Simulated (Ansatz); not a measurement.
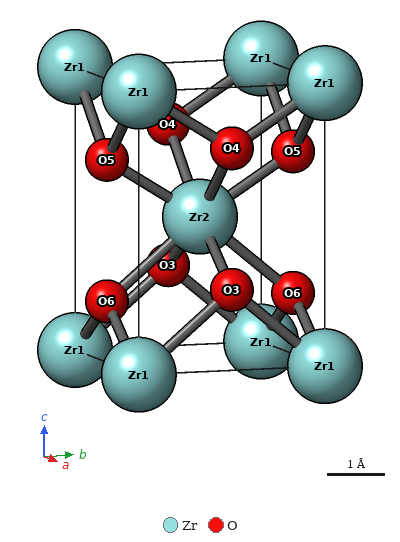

Figure 1. The structure as given in the input (ball-and-stick view of the cell of the calculation, seen slightly off an axis; atoms are numbered from 1 in the order of the input).

Band-structure calculation of ZrO₂

- system: ZrO₂ (P4₂/nmc, 6 atoms in the cell)
- method: DFT, PBE, plane waves, PAW, no spin polarisation (Ansatz 0.2.0)

The structure derives from a Materials Project entry. The geometry comes from this level: r2SCAN (a point of a series of strains). It belongs to a series of runs on one base structure; here: hydrostatic strain -3.0%. Figures and captions count atoms from 1; the log counts them from 0 in places.

Input file
```yaml
crystal:
  lattice:
    - [3.4929976829, 0.0, 0.0]
    - [0.0, 3.4929976829, 0.0]
    - [0.0, 0.0, 5.07034502]
  atoms:
    - { symbol: Zr, position: [0.0, 0.0, 0.0] }
    - { symbol: Zr, position: [0.5, 0.5, 0.5] }
    - { symbol: O, position: [0.0, 0.5, 0.2845712494] }
    - { symbol: O, position: [0.0, 0.5, 0.7845712494] }
    - { symbol: O, position: [0.5, 0.0, 0.7154287506] }
    - { symbol: O, position: [0.5, 0.0, 0.2154287506] }
kpoints:
  mp_grid: { grid: [8, 8, 6] }
  band_path:
    path:
      - [0.0, 0.0, 0.0]
      - [0.0, 0.5, 0.0]
      - [0.5, 0.5, 0.0]
      - [0.0, 0.0, 0.5]
      - [0.0, 0.5, 0.5]
      - [0.5, 0.5, 0.5]
    npoints: 1
hamiltonian:
  xc: pbe
scf:
  occupations: { method: fermi_dirac, width: 0.02 }
  n_extra_bands: 5
output:
  forces: true
  stress: true
  eigenvalues: true
  write_density: true
  write_potential: true
  elf: true
  volumetric_format: npy
```

Hardware: 2 threads of AMD EPYC (Zen 3), 264 GiB of memory available, shared host.

Launch command:
```bash
ansatz run input.yaml --threads 2 --pin off --max-ram 18432MiB --backend cpu --events-out ev --progress --plain --runs-dir out
```

The program's output
```
scf.n_extra_bands = 5 over 24 filled bands (N_el = 48.0): the run solves 29 bands
Engine: ansatz 0.2.0, x86_64-unknown-linux-gnu
Pseudopotentials: kind: paw
Pseudopotential: Zr, paw, valence charge 12, recommended cutoff 420 eV (normal), Zr.paw.azcp
Pseudopotential: O, paw, valence charge 6, recommended cutoff 420 eV (normal), O.paw.azcp
Functional definition: PBE
  parameter kappa = 0.804
  parameter beta = 0.06672455060314922
  exchange = pbe_x(kappa = kappa, mu = beta*pi^2/3)
  correlation = pbe_c(beta = beta)
Crystal: 6 atoms, lattice volume = 61.863 Å³
Basis set: ecut = 420 eV, 1213 PW (Γ), exchange–correlation on 48×48×72 points (8 copies of the dense FFT grid, shifted against one another)
Bands: 29, of which v1, the nominal top of the filled ones, is band 24 counted from 1 (23 counted from 0)
Symmetry: 16 space group operations
Space group: P42/nmc (ITA 137), of the structure as read, at distance tolerance 4.0e-5 Å
k-points: 60 of 384
Non-local potential: Zr, projectors of the file, l = 0: 3, l = 1: 2, l = 2: 2, l = 3: 2
Non-local potential: O, projectors of the file, l = 0: 2, l = 1: 2, l = 2: 1
PAW form: soft (Blöchl's): semilocal exchange-correlation on the pseudo side does not see the compensation charge
PAW one-centre angular grid: Zr, 590 points (default); XC on 64 Gauss nodes
PAW one-centre angular grid: O, 110 points (default); XC on 64 Gauss nodes
Initial density: superposition of atomic densities (neutral atoms: chi_scale 0, normalization atom), corrected by the library's trained network
Initial wavefunctions: pseudopotential atomic-orbital guess
Functional: x = pbe(κ = 0.804, μ = 0.2195149727645171), c = pbe(β = 0.06672455060314922)
SCF iter   1: F=—  HF=-10647.327221 eV  |F-HF|=—  |Δ(HF+E_count)|=         —  Δρ=3.39e-3  dr2=1.55e-3  ethr=1.77e-3  ⟨swp⟩=6.0  Hψ=7317  notcnv=0
preconditioner: auto → Resta (q_TF=auto, 2.615 Å⁻¹)  ε∞=4.5  [insulator: Δε(μ)=4.096 eV  Ē_g=16.838 eV  σ=0.020 eV  W_gap=1.00  n_scr=20 (ndim 8)  ℏωp=31.3 eV  f_vac=0.016  D(μ)=0.00/eV (n_scr^D=0)  ε∞_Penn≈4.5]
SCF iter   2: F=—  HF=-10647.327079 eV  |F-HF|=—  |Δ(HF+E_count)|=   1.42e-4  Δρ=1.72e-3  dr2=3.96e-4  ethr=3.23e-6  ⟨swp⟩=2.0  Hψ=3816  notcnv=0  defer=11
SCF iter   3: F=—  HF=-10647.327386 eV  |F-HF|=—  |Δ(HF+E_count)|=   3.07e-4  Δρ=3.72e-4  dr2=5.40e-5  ethr=8.26e-7  ⟨swp⟩=2.0  Hψ=2636  notcnv=0  defer=11
SCF iter   4: F=—  HF=-10647.327263 eV  |F-HF|=—  |Δ(HF+E_count)|=   1.24e-4  Δρ=7.40e-5  dr2=2.08e-6  ethr=1.12e-7  ⟨swp⟩=2.0  Hψ=2640  notcnv=0  defer=11
SCF iter   5: F=—  HF=-10647.327264 eV  |F-HF|=—  |Δ(HF+E_count)|=   1.96e-6  Δρ=2.04e-5  dr2=1.80e-7  ethr=4.34e-9  ⟨swp⟩=2.8  Hψ=3247  notcnv=0  defer=11
SCF iter   6: F=-10647.327265 eV  HF=-10647.327265 eV  |F-HF|=2.48e-8  |Δ(HF+E_count)|=   1.27e-7  Δρ=8.16e-6  dr2=2.26e-8  ethr=2.08e-10  ⟨swp⟩=10.9  Hψ=11220  notcnv=0
SCF 1 converged in 6 iterations: F = -10647.327265 eV  dr2 = 2.26e-8
  greatest PAW one-centre occupation: 0.995 electrons in one spin orbital (limit 2), on the Zr atom at site 1 (counted from 0), in its partial waves of l = 0
```

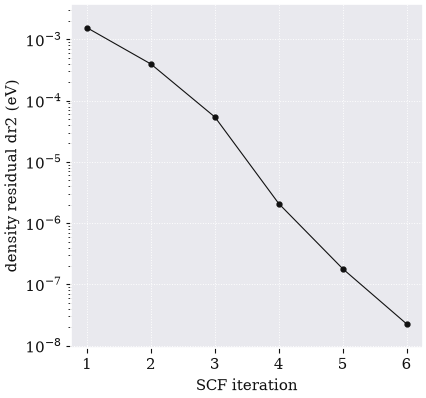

Figure 2. Convergence of the self-consistent field: density residual dr2 against the SCF iteration. The residual falls at every step.

```
NSCF: frozen V_eff on 6 k-points
SCF converged after 6 iterations
Free energy (F): -10647.327265 eV
Harris-Foulkes:  -10647.327265 eV  (|F-HF|=2.48e-8)
Internal energy: -10647.327265 eV  (E = F + TS)
E sigma→0 (E₀):  -10647.327265 eV
Fermi energy:    14.876465 eV
--- Per-component energies (eV) ---
  E_band       = -72.911608
  E_kinetic    = 1390.514651
  E_local      = -2194.885427  (includes V_loc(G=0)·N_el)
  E_nonlocal   = 343.314562
  E_hartree    = 730.366281
  E_xc         = -627.772142
  E_vxc        = -770.908621  (∫ρ·V_xc dr)
  E_paw        = -6539.273750  (= ΣΔE_a)
  E_vpaw       = -301.685118  (= ΣTr[D̂ρ^β])
  E_aug_tail   = 0.009983  (compensation charges beyond the density's cutoff)
  E_ewald      = -3749.601422
  E_smearing   = -0.000000  (= −TS)
  E_closure    = -0.000000  (closes the sum)
  Σ components = -10647.327265   (vs F -10647.327265, Δ=0.00e0)
--- Forces (eV/Å), atoms counted from 1 ---
  atom   1  Zr     0.00000000     0.00000000    -0.00000000
  atom   2  Zr     0.00000000     0.00000000     0.00000000
  atom   3  O      0.00000000     0.00000000    -0.02478707
  atom   4  O      0.00000000     0.00000000    -0.02478707
  atom   5  O      0.00000000     0.00000000     0.02478707
  atom   6  O      0.00000000     0.00000000     0.02478707
  max |Σ_I F_I| component: 6.94e-18 eV/Å
--- Stress (GPa, compression-positive) ---
       27.980192       0.000000       0.000000
        0.000000      27.980192       0.000000
        0.000000       0.000000      20.989564
  P = ⅓ Tr σ = 25.6500 GPa (256.500 kbar)
--- Band table (eV; the first three rows and the last of 60) ---
  k-point 0: bands = ["-34.4762", "-34.3920", "-13.3329", "-12.5528", "-12.5528", "-12.3526", "-12.3376", "-12.3376", "-5.3152", "-3.8962", "-2.9051", "-2.6945", "7.0887", "7.5507", "7.6199", "7.6199", "10.0188", "10.0188", "11.4603", "11.4603", "12.3212", "12.4312", "12.6017", "12.6017", "16.9039", "17.3588", "17.5177", "18.3189", "19.6349"]
  k-point 1: bands = ["-34.4706", "-34.3977", "-13.2778", "-12.5387", "-12.5387", "-12.4323", "-12.3523", "-12.3523", "-5.1574", "-3.8275", "-3.0864", "-2.7845", "7.3514", "7.7151", "7.7151", "7.8354", "9.6643", "9.6643", "11.6866", "11.7581", "11.7581", "12.0795", "12.6256", "12.6256", "16.9828", "17.4685", "17.6609", "18.2029", "20.0621"]
  k-point 2: bands = ["-34.4553", "-34.4131", "-13.1210", "-12.6368", "-12.5000", "-12.5000", "-12.3921", "-12.3921", "-4.7303", "-3.6321", "-3.5493", "-3.0309", "7.9959", "7.9959", "8.0901", "8.6247", "9.0371", "9.0371", "10.4701", "11.0278", "12.1872", "12.1872", "12.6684", "12.6684", "17.2074", "17.7257", "17.8920", "17.9058", "20.9695"]
  k-point 59: bands = ["-34.3835", "-34.3835", "-13.0258", "-13.0258", "-13.0258", "-13.0258", "-12.5627", "-12.5627", "-3.2750", "-3.2750", "-3.2750", "-3.2750", "8.1011", "8.1011", "8.3134", "8.3134", "10.6624", "10.6624", "10.6624", "10.6624", "11.4977", "11.4977", "12.8200", "12.8200", "18.2538", "18.2538", "18.2829", "18.2829", "20.0197"]
```

File bands.tsv
```
# k_distance	band_0	band_1	band_2	band_3	band_4	band_5	band_6	band_7	band_8	band_9	band_10	band_11	band_12	band_13	band_14	band_15	band_16	band_17	band_18	band_19	band_20	band_21	band_22	band_23	band_24	band_25	band_26	band_27	band_28
# fermi_ev = 14.876465
# lock_threshold_ev = 1e-6
# [0, 0, 0] at k_distance = 0.000000
# [0, 0.5, 0] at k_distance = 0.899397
# [0.5, 0.5, 0] at k_distance = 1.798795
# [0, 0, 0.5] at k_distance = 3.213622
# [0, 0.5, 0.5] at k_distance = 4.113019
# [0.5, 0.5, 0.5] at k_distance = 5.012417
# levels_relative_to = fermi_ev
# free_energy_ev = -10647.327265
# largest_residual_norms_ev = 2.282e-3 2.544e-3 9.801e-4 1.032e-3 1.050e-3 1.184e-3 8.975e-4 1.080e-3 3.336e-4 3.873e-4 1.050e-3 9.970e-4 7.978e-4 9.676e-4 6.578e-4 8.702e-4 2.524e-4 1.069e-3 7.205e-4 1.067e-3 1.096e-3 7.138e-4 6.675e-4 8.470e-4 1.037e-3 1.212e-3 8.665e-4 1.168e-3 1.451e-3
0.000000	-49.352675	-49.268451	-28.209396	-27.429301	-27.429301	-27.229098	-27.214060	-27.214060	-20.191709	-18.772630	-17.781595	-17.570976	-7.787796	-7.325741	-7.256543	-7.256543	-4.857636	-4.857636	-3.416212	-3.416212	-2.555268	-2.445259	-2.274751	-2.274751	2.027444	2.482306	2.641284	3.442423	4.758469
0.899397	-49.285247	-49.285247	-27.942812	-27.942812	-27.594926	-27.594926	-27.296503	-27.296503	-18.641636	-18.641636	-18.159014	-18.159014	-6.758721	-6.758721	-5.569798	-5.569798	-4.975151	-4.975151	-4.453664	-4.453664	-3.794838	-3.794838	-2.417260	-2.417260	2.510563	2.510563	3.468976	3.468976	5.208824
1.798795	-49.260062	-49.260062	-28.236681	-28.236681	-27.527446	-27.527446	-27.434123	-27.434123	-18.744169	-18.744169	-17.606768	-17.606768	-7.974884	-7.974884	-5.029055	-5.029055	-4.899450	-4.899450	-3.407020	-3.407020	-3.293452	-3.293452	-2.154480	-2.154480	2.958030	2.958030	3.423517	3.423517	4.843420
3.213622	-49.310704	-49.310704	-27.767022	-27.767022	-27.327493	-27.327493	-27.318070	-27.318070	-19.023841	-19.023841	-18.221516	-18.221516	-6.469060	-6.469060	-6.384438	-6.384438	-5.692102	-5.692102	-5.113742	-5.113742	-2.506375	-2.506375	-2.192446	-2.192446	2.662538	2.662538	3.054325	3.054325	6.830737
4.113019	-49.285140	-49.285140	-28.159506	-28.159506	-27.337795	-27.337795	-27.295942	-27.295942	-19.181277	-19.181277	-17.632798	-17.632798	-6.407948	-6.407948	-6.155704	-6.155704	-4.426591	-4.426591	-4.262789	-4.262789	-3.493822	-3.493822	-3.249095	-3.249095	2.629665	2.629665	2.735743	2.735743	5.009385
5.012417	-49.259999	-49.259999	-27.902305	-27.902305	-27.902305	-27.902305	-27.439137	-27.439137	-18.151510	-18.151510	-18.151510	-18.151510	-6.775355	-6.775355	-6.563052	-6.563052	-4.214109	-4.214109	-4.214109	-4.214109	-3.378805	-3.378805	-2.056495	-2.056495	3.377328	3.377328	3.406452	3.406452	5.143264
```

File rho_z.tsv
```
# z_ang	rho[e/angstrom^3]
# format = ansatz-planar-average/11
# lattice	3.492997683	0.000000000	0.000000000
# lattice	0.000000000	3.492997683	0.000000000
# lattice	0.000000000	0.000000000	5.070345020
# sites	6
# site	40	0.000000000	0.000000000	0.000000000
# site	40	1.746498841	1.746498841	2.535172510
# site	8	0.000000000	1.746498841	1.442874417
# site	8	0.000000000	1.746498841	3.978046927
# site	8	1.746498841	0.000000000	3.627470603
# site	8	1.746498841	0.000000000	1.092298093
0.000000	7.072471e-1
0.140843	7.052848e-1
0.281686	6.905790e-1
0.422529	6.570652e-1
0.563372	6.347323e-1
0.704215	6.705995e-1
0.845058	7.746306e-1
0.985900	9.149100e-1
1.126743	1.037996e0
1.267586	1.087403e0
1.408429	1.037996e0
1.549272	9.149100e-1
1.690115	7.746306e-1
1.830958	6.705995e-1
1.971801	6.347323e-1
2.112644	6.570652e-1
2.253487	6.905790e-1
2.394330	7.052848e-1
2.535173	7.072471e-1
2.676015	7.052848e-1
2.816858	6.905790e-1
2.957701	6.570652e-1
3.098544	6.347323e-1
3.239387	6.705995e-1
3.380230	7.746306e-1
3.521073	9.149100e-1
3.661916	1.037996e0
3.802759	1.087403e0
3.943602	1.037996e0
4.084445	9.149100e-1
4.225288	7.746306e-1
4.366130	6.705995e-1
4.506973	6.347323e-1
4.647816	6.570652e-1
4.788659	6.905790e-1
4.929502	7.052848e-1
```

File v_z.tsv
```
# z_ang	v_es[eV]	v_tot[eV]
# format = ansatz-planar-average/11
# xc	pbe
# density_cutoff_ev	1680
# datasets	Zr=:simpson_from_first_knot:soft	O=:simpson_from_first_knot:soft
# lattice	3.492997683	0.000000000	0.000000000
# lattice	0.000000000	3.492997683	0.000000000
# lattice	0.000000000	0.000000000	5.070345020
# sites	6
# site	40	0.000000000	0.000000000	0.000000000
# site	40	1.746498841	1.746498841	2.535172510
# site	8	0.000000000	1.746498841	1.442874417
# site	8	0.000000000	1.746498841	3.978046927
# site	8	1.746498841	0.000000000	3.627470603
# site	8	1.746498841	0.000000000	1.092298093
0.000000	1.796059e0	-9.149996e0
0.140843	2.252927e0	-8.852933e0
0.281686	3.579813e0	-7.679719e0
0.422529	5.265548e0	-6.216127e0
0.563372	6.580636e0	-5.246637e0
0.704215	7.601216e0	-4.548257e0
0.845058	7.708020e0	-4.796080e0
0.985900	7.009221e0	-5.823411e0
1.126743	6.397763e0	-6.692403e0
1.267586	6.143212e0	-7.025703e0
1.408429	6.397763e0	-6.692403e0
1.549272	7.009221e0	-5.823411e0
1.690115	7.708020e0	-4.796080e0
1.830958	7.601216e0	-4.548257e0
1.971801	6.580636e0	-5.246637e0
2.112644	5.265548e0	-6.216127e0
2.253487	3.579813e0	-7.679719e0
2.394330	2.252927e0	-8.852933e0
2.535173	1.796059e0	-9.149996e0
2.676015	2.252927e0	-8.852933e0
2.816858	3.579813e0	-7.679719e0
2.957701	5.265548e0	-6.216127e0
3.098544	6.580636e0	-5.246637e0
3.239387	7.601216e0	-4.548257e0
3.380230	7.708020e0	-4.796080e0
3.521073	7.009221e0	-5.823411e0
3.661916	6.397763e0	-6.692403e0
3.802759	6.143212e0	-7.025703e0
3.943602	6.397763e0	-6.692403e0
4.084445	7.009221e0	-5.823411e0
4.225288	7.708020e0	-4.796080e0
4.366130	7.601216e0	-4.548257e0
4.506973	6.580636e0	-5.246637e0
4.647816	5.265548e0	-6.216127e0
4.788659	3.579813e0	-7.679719e0
4.929502	2.252927e0	-8.852933e0
```

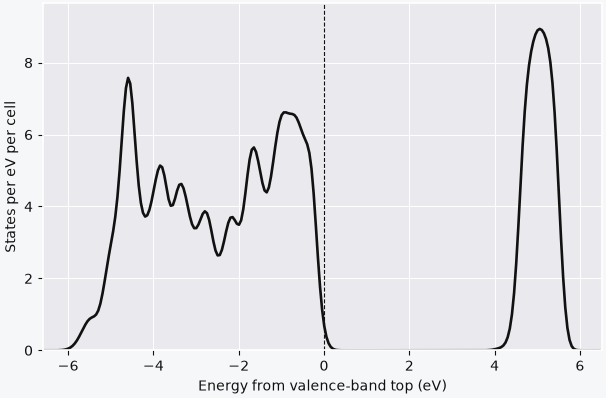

Figure 3. Density of states (the curve is built from the levels of the k mesh with Gaussians 0.3 eV wide, which also blur the band edges), with energies from the valence-band top. There is a gap of 4.08 eV on the k-point mesh. Small ripples come from the finite k-point mesh.

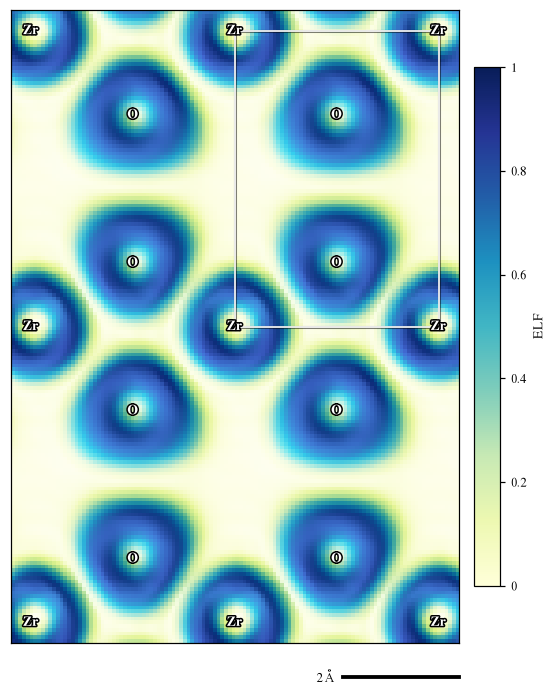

Figure 4. ELF on the (100) plane of the conventional cell. The section cuts through Zr and O sites. Zr–O (2.06 Å): the ELF peaks at about 0.85 in the valence shell of O, 0.6 Å from its nucleus, and drops to about 0.25 between the two atoms. Zr–O (2.27 Å): the ELF peaks at about 0.85 in the valence shell of O, 0.6 Å from its nucleus, and drops to about 0.15 between the two atoms. The strong features right at Zr lie inside the PAW spheres (semicore, d or f shells) and say nothing about bonding. The fields are those of the smooth PAW valence density.

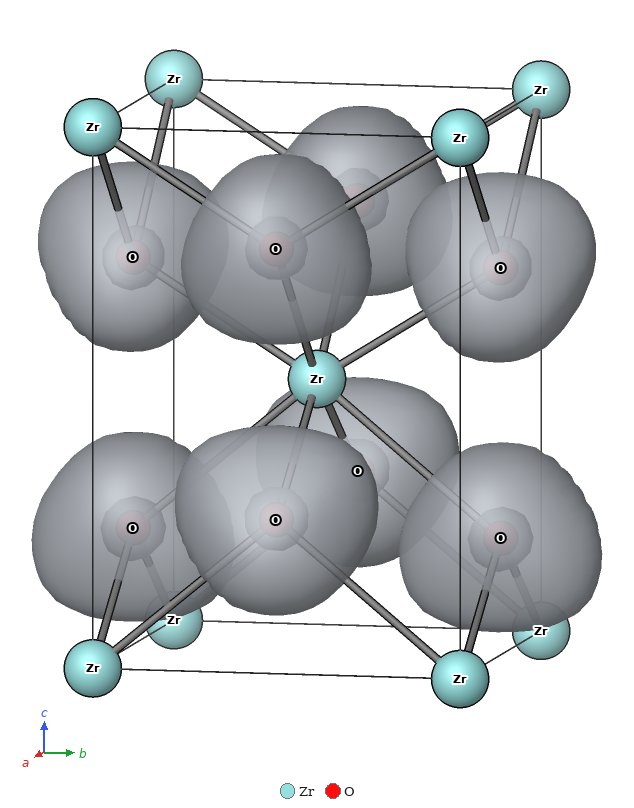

Figure 5. Isosurface of the ELF at 0.6 (grey), seen slightly off an axis. Core shells and regions of very low density are left out. Sticks mark near contacts. The outline is the cell set on symmetry axes. Along the contacts the grid gives the following. Zr–O (2.06 Å): the ELF peaks at about 0.85 in the valence shell of O, 0.6 Å from its nucleus, and drops to about 0.25 between the two atoms. Zr–O (2.27 Å): the ELF peaks at about 0.85 in the valence shell of O, 0.6 Å from its nucleus, and drops to about 0.15 between the two atoms.

Summary

- outcome: converged
- space group (tolerance 0.01 Å): P4₂/nmc (137)
- electrons treated: 48
- free energy: −10647.3273 eV
- Fermi energy: 14.876 eV
- gap on the k-point mesh: 4.08 eV
- pressure: 25.65 GPa
- largest force (length of the vector): 0.025 eV/Å
- wall time: 2.4 s (CPU time 4.5 s)
- peak memory: 0.53 GiB

Remarks

The cell is under a pressure of 26 GPa at this level, so it is not at its equilibrium volume.
